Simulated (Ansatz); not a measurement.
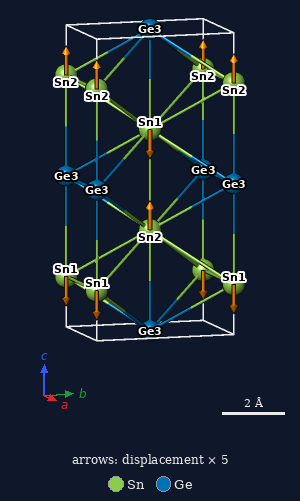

This is a relaxation of solid Sn$_{2}$Ge (a generated structure, set up in Immm). The starting structure is drawn; orange arrows show the displacements (the part carried along by the change of the cell is left out), 5 times their true length.

The picture is a ball-and-stick view of the conventional cell (2 times the calculation's cell), seen slightly off an axis. Lengths and directions refer to the drawn axes.

Computed with DFT PBE, scalar-relativistic, plane waves, PAW in Ansatz 0.2.0.

Input
```yaml
crystal:
  lattice:
    - [-1.64416137, 2.32519531, 4.93248411]
    - [1.64416137, -2.32519531, 4.93248411]
    - [1.64416137, 2.32519531, -4.93248411]
  atoms:
    - { symbol: Sn, position: [0.16666667, 0.16666667, 0.0] }
    - { symbol: Sn, position: [0.83333333, 0.83333333, 0.0] }
    - { symbol: Ge, position: [0.5, 0.5, 0.0] }
basis:
  ecutwfc: 420
kpoints:
  mp_grid: { grid: [18, 18, 18] }
hamiltonian:
  xc: pbe
scf:
  occupations: { method: gaussian, width: 0.1 }
output:
  forces: true
  stress: true
  eigenvalues: true
relax:
  adjacent_minimum: "off"
  f_tol: 0.01
  max_steps: 80
  cell: { stress_tol: 0.05 }
```

Run as
```bash
ansatz run input.yaml --threads 1 --pin off --max-ram 2560MiB --backend cpu --events-out ev --progress --plain --runs-dir out
```

Question: What did the optimiser do to the structure, and how much energy did it gain?

Answer: After 13 accepted moves (15 points after the start) the energy has fallen by 41.4 meV per atom. Largest force component: 0.22 eV/Å at the start, 0.00074 eV/Å at the end. Pressure: 0.19 GPa at the start and 0.01 GPa at the end. The SCF was repeated twice at an unchanged geometry on a basis and grid sized afresh for the cell, which shifted the energy by 3.9 meV per atom at most. The largest moves relative to the cell, 0.20 Å, are those of Sn1 and Sn2. Sn2 goes along +c. Ge stays in place. Cell: a 3.288 → 3.356 Å (+2.1 %), b 4.650 → 3.807 Å (−18.1 %), c 9.865 → 11.753 Å (+19.1 %). Volume −0.5 %. Among the contacts that change: Sn1–Ge3 3.288 → 4.116 Å, Sn1–Sn2 3.288 → 3.521 Å, Sn1–Ge3 (another image) 3.288 → 3.088 Å, Sn1–Sn2 (another image) 3.288 → 3.462 Å. The space group stays Immm (No. 71).
